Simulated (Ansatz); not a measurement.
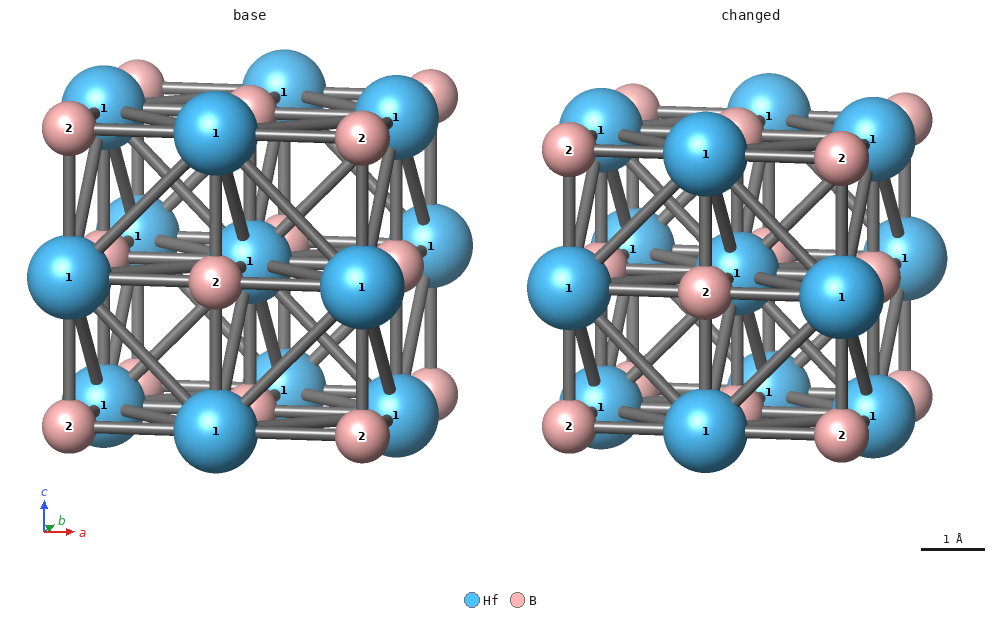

Left: solid HfB (set up in Fm-3m). Right: the same structure after one change, at the same scale. The picture is a ball-and-stick view of the conventional cell (4 times the calculation's cell), seen slightly off an axis. Lengths and directions refer to the drawn axes.

All numbers below come from Ansatz, DFT PBEsol, scalar-relativistic, plane waves, PAW. (plane-wave cutoff 420 eV; k-point mesh 16 × 16 × 16; occupations gaussian; smearing width 0.1 eV; no spin polarisation)

The crystal is put under a hydrostatic pressure of 60 GPa. Cell and atoms are relaxed at that pressure.

**What does the change do?**

It costs 426 meV per atom. Pressure: 0.0 GPa before, 60.0 GPa after. It is metallic before and after. Cell: a = b = c 4.788 → 4.448 Å (−7.1 %). Volume −19.8 %. The atoms keep their places relative to the cell (all moves are under 0.005 Å). Some distances before and after: Hf–Hf 3.386 → 3.145 Å, B–Hf 2.394 → 2.224 Å. The space group stays Fm-3m (No. 225).
